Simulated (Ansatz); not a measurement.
**Two runs on C**

System: C (Im-3m, 1 atom in the cell).
Method of run A: DFT, RPBE, plane waves (420 eV) with PAW, scalar-relativistic, no spin polarisation (Ansatz 0.2.0).

Text and figures count atoms from 1; the logs count them from 0 in places.

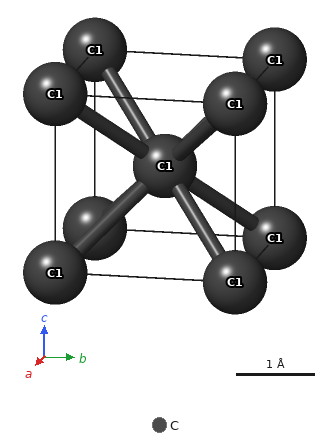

The input geometry (ball-and-stick view of the cell 2 times as large as that of the calculation, set on its symmetry axes, seen slightly off an axis; atoms are numbered from 1 in the order of the input). Near neighbours in the crystal (not all of them lie inside the picture): C has 8 C at 2.07 Å.

### Input, run A
```yaml
crystal:
  lattice:
    - [-1.1952113087, 1.1952113087, 1.1952113087]
    - [1.1952113087, -1.1952113087, 1.1952113087]
    - [1.1952113087, 1.1952113087, -1.1952113087]
  atoms:
    - { symbol: C, position: [0.0, 0.0, 0.0] }
hamiltonian:
  xc: rpbe
  pseudopotentials:
    kind: paw
    azcp:
      C: "pseudopotentials/C.paw.azcp"
basis:
  ecutwfc: 420
  fft_grid_basis: typed
kpoints:
  mp_grid: { grid: [21, 21, 21], shift: [0, 0, 0] }
magnetization:
  spin_polarized: false
scf:
  occupations: { method: fermi_dirac, width: 0.1 }
  lower_state_search: "off"
output:
  stress: true
  write_density: true
  write_potential: true
  elf: true
  volumetric_format: npy
```

Hardware: 2 threads of an x86-64 CPU, shared host.

### Output, shortened to warnings, some set-up lines, iterations and results (run A)
```
Basis set: ecut = 420 eV, 135 PW (Γ)
Symmetry: 48 space group operations
k-points: 286 of 9261
Initial density: superposition of atomic densities (neutral atoms: chi_scale 0, normalization atom), corrected by the library's trained network
[...]
SCF iter   1: F=—  HF=-247.892746 eV  |F-HF|=—  |Δ(HF+E_count)|=         —  Δρ=4.90e-3  dr2=7.17e-4  ethr=1.77e-3  ⟨swp⟩=5.0  Hψ=13167  notcnv=0
SCF iter   2: F=—  HF=-247.892421 eV  |F-HF|=—  |Δ(HF+E_count)|=   3.26e-4  Δρ=2.46e-3  dr2=1.91e-4  ethr=1.79e-5  ⟨swp⟩=1.0  Hψ=4004  notcnv=0
SCF iter   3: F=—  HF=-247.892431 eV  |F-HF|=—  |Δ(HF+E_count)|=   9.94e-6  Δρ=6.15e-4  dr2=1.63e-5  ethr=4.77e-6  ⟨swp⟩=2.2  Hψ=2221  notcnv=0
SCF iter   4: F=—  HF=-247.892426 eV  |F-HF|=—  |Δ(HF+E_count)|=   4.30e-6  Δρ=2.71e-4  dr2=3.11e-6  ethr=4.07e-7  ⟨swp⟩=1.0  Hψ=1670  notcnv=0
SCF iter   5: F=-247.892425 eV  HF=-247.892425 eV  |F-HF|=4.11e-9  |Δ(HF+E_count)|=   8.27e-7  Δρ=2.04e-5  dr2=1.66e-8  ethr=7.76e-8  ⟨swp⟩=2.0  Hψ=2220  notcnv=0
SCF iter   6: F=-247.892425 eV  HF=-247.892425 eV  |F-HF|=4.60e-12  |Δ(HF+E_count)|=   2.68e-9  Δρ=4.43e-7  dr2=5.59e-12  ethr=4.15e-10  ⟨swp⟩=3.5  Hψ=6554  notcnv=0
SCF 1 converged in 6 iterations: F = -247.892425 eV  dr2 = 5.59e-12
SCF converged after 6 iterations
Free energy (F): -247.892425 eV
Harris-Foulkes:  -247.892425 eV  (|F-HF|=4.60e-12)
Internal energy: -247.880370 eV  (E = F + TS)
E sigma→0 (E₀):  -247.886398 eV
Entropy (-TS):   -0.012055 eV (-12.055 meV/atom)
Fermi energy:    11.273862 eV
--- Per-component energies (eV) ---
  E_band       = 16.166028
  E_kinetic    = 78.761625
  E_local      = -38.976732  (includes V_loc(G=0)·N_el)
  E_nonlocal   = 27.726974
  E_hartree    = 4.958369
  E_xc         = -46.399719
  E_vxc        = -57.369647  (∫ρ·V_xc dr)
  E_paw        = -98.557308  (= ΣΔE_a)
  E_vpaw       = -3.892940  (= ΣTr[D̂ρ^β])
  E_aug_tail   = 0.000001  (compensation charges beyond the density's cutoff)
  E_ewald      = -175.378767
  E_core_change = -0.014814  (= ΣΔE_core)
  E_smearing   = -0.012055  (= −TS)
  E_closure    = 0.000000  (closes the sum)
  Σ components = -247.892425   (vs F -247.892425, Δ=0.00e0)
--- Stress (GPa, compression-positive) ---
       -0.403907      -0.000000       0.000000
       -0.000000      -0.403907       0.000000
        0.000000       0.000000      -0.403907
  P = ⅓ Tr σ = -0.4039 GPa (-4.039 kbar)
```

For run B the input was changed thus:
```diff
-    - [-1.1952113087, 1.1952113087, 1.1952113087]
-    - [1.1952113087, -1.1952113087, 1.1952113087]
-    - [1.1952113087, 1.1952113087, -1.1952113087]
+    - [-1.2412255342, 1.2412255342, 1.2412255342]
+    - [1.2412255342, -1.2412255342, 1.2412255342]
+    - [1.2412255342, 1.2412255342, -1.2412255342]
```

How does run B compare with run A?

With the same functional and potentials, run B lies 43.6 meV per atom higher. The pressure goes from −0.40 to −14.97 GPa. The volume per atom goes from 6.83 to 7.65 Å³. The number of SCF iterations is the same. The plane waves at Γ go from 135 to 141.

### Output, shortened to warnings, some set-up lines, iterations and results (run B)
```
Basis set: ecut = 420 eV, 141 PW (Γ)
Symmetry: 48 space group operations
k-points: 286 of 9261
Initial density: superposition of atomic densities (neutral atoms: chi_scale 0, normalization atom), corrected by the library's trained network
[...]
SCF iter   1: F=—  HF=-247.849074 eV  |F-HF|=—  |Δ(HF+E_count)|=         —  Δρ=3.68e-3  dr2=3.48e-4  ethr=1.77e-3  ⟨swp⟩=5.0  Hψ=13112  notcnv=0
SCF iter   2: F=—  HF=-247.848800 eV  |F-HF|=—  |Δ(HF+E_count)|=   2.74e-4  Δρ=2.09e-3  dr2=1.42e-4  ethr=8.70e-6  ⟨swp⟩=1.1  Hψ=4036  notcnv=0
SCF iter   3: F=—  HF=-247.848833 eV  |F-HF|=—  |Δ(HF+E_count)|=   3.30e-5  Δρ=1.14e-3  dr2=6.46e-5  ethr=3.55e-6  ⟨swp⟩=2.0  Hψ=2246  notcnv=0
SCF iter   4: F=—  HF=-247.848814 eV  |F-HF|=—  |Δ(HF+E_count)|=   1.97e-5  Δρ=4.79e-4  dr2=1.18e-5  ethr=1.61e-6  ⟨swp⟩=1.0  Hψ=1680  notcnv=0
SCF iter   5: F=—  HF=-247.848810 eV  |F-HF|=—  |Δ(HF+E_count)|=   4.07e-6  Δρ=9.25e-5  dr2=4.46e-7  ethr=2.96e-7  ⟨swp⟩=2.0  Hψ=2169  notcnv=0
SCF iter   6: F=-247.848809 eV  HF=-247.848809 eV  |F-HF|=4.83e-9  |Δ(HF+E_count)|=   1.43e-7  Δρ=1.49e-5  dr2=1.17e-8  ethr=2.50e-9  ⟨swp⟩=7.7  Hψ=10280  notcnv=0
SCF 1 converged in 6 iterations: F = -247.848809 eV  dr2 = 1.17e-8
SCF converged after 6 iterations
Free energy (F): -247.848809 eV
Harris-Foulkes:  -247.848809 eV  (|F-HF|=4.83e-9)
Internal energy: -247.834195 eV  (E = F + TS)
E sigma→0 (E₀):  -247.841502 eV
Entropy (-TS):   -0.014615 eV (-14.615 meV/atom)
Fermi energy:    9.466832 eV
--- Per-component energies (eV) ---
  E_band       = 10.989129
  E_kinetic    = 76.191131
  E_local      = -44.794409  (includes V_loc(G=0)·N_el)
  E_nonlocal   = 27.788348
  E_hartree    = 5.906209
  E_xc         = -45.630891
  E_vxc        = -56.314686  (∫ρ·V_xc dr)
  E_paw        = -98.402575  (= ΣΔE_a)
  E_vpaw       = -3.693222  (= ΣTr[D̂ρ^β])
  E_aug_tail   = 0.000001  (compensation charges beyond the density's cutoff)
  E_ewald      = -168.877194
  E_core_change = -0.014814  (= ΣΔE_core)
  E_smearing   = -0.014615  (= −TS)
  E_closure    = -0.000000  (closes the sum)
  Σ components = -247.848809   (vs F -247.848809, Δ=0.00e0)
--- Stress (GPa, compression-positive) ---
      -14.967271      -0.000000       0.000000
       -0.000000     -14.967271      -0.000000
       -0.000000       0.000000     -14.967271
  P = ⅓ Tr σ = -14.9673 GPa (-149.673 kbar)
```

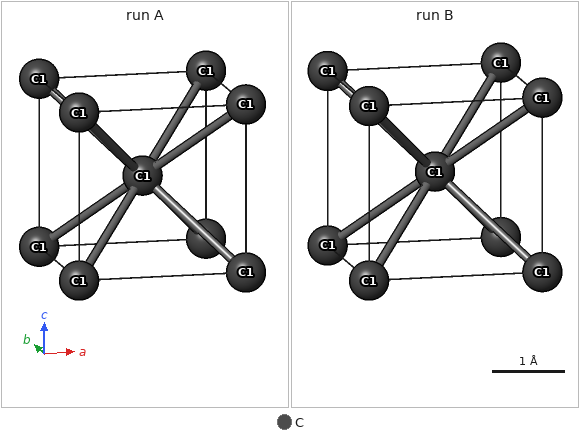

The two input geometries at one scale (ball-and-stick view of the cell 2 times as large as that of the calculation, set on its symmetry axes, seen slightly off an axis). No atom moves by more than 0.005 Å relative to the cell. The drawn cell changes as follows: a = b = c 2.390 → 2.482 Å (+3.8 %); the volume changes by +12.0 %. Among the contacts that change: C1–C1 2.070 → 2.150 Å.

### The two runs side by side

| quantity | run A | run B |
| --- | --- | --- |
| outcome | converged | converged |
| free energy per atom (eV) | −247.8924 | −247.8488 |
| energy per atom, smearing taken to zero (eV) | −247.8864 | −247.8415 |
| pressure (GPa) | −0.40 | −14.97 |
| volume per atom (Å³) | 6.83 | 7.65 |
| SCF iterations | 6 | 6 |
| irreducible k-points | 286 | 286 |
| plane waves at Γ | 135 | 141 |
| wall time (shared host) | 1.2 s | 0.97 s |

For run B: The cell is under a tension of 15.0 GPa at this level, so it is not at its equilibrium volume.
